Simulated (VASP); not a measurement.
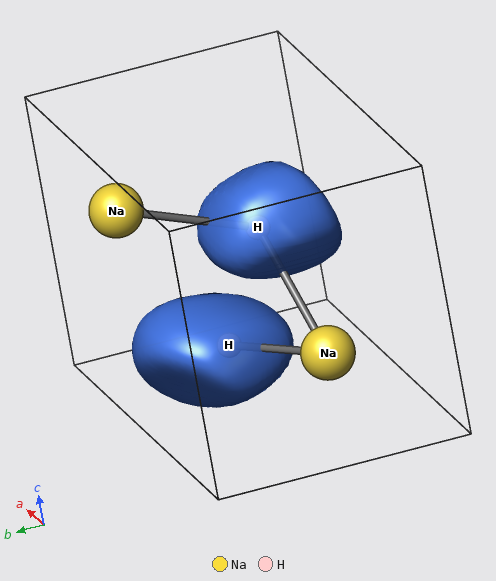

*NaH (amorphous cell). Isosurface of the electron localisation function at 0.8 (blue), seen at an oblique angle. Only the valence region is drawn (cores and ρ < 0.01 e/Å³ removed). Sticks mark near contacts.*

Not relaxed (largest force 1.0 eV/Å).

All numbers below come from Kohn-Sham DFT of a periodic cell, PBE, VASP PAW PBE potentials, recommended (VASP 6.6.1).

Core electrons are frozen (PAW), and the valence fields are smoothed inside the atomic spheres.

Q: Describe the localisation domains.

A: The ELF exceeds this value in two regions around hydrogen nuclei, counted in one cell of 4 atoms. Any copies at cell faces, edges or corners count once. Along the contacts the grid gives the following. Na–H (2.13 Å): the ELF climbs to about 1 towards the hydrogen. Na–H (2.22 Å): the ELF climbs to about 1 towards the hydrogen.
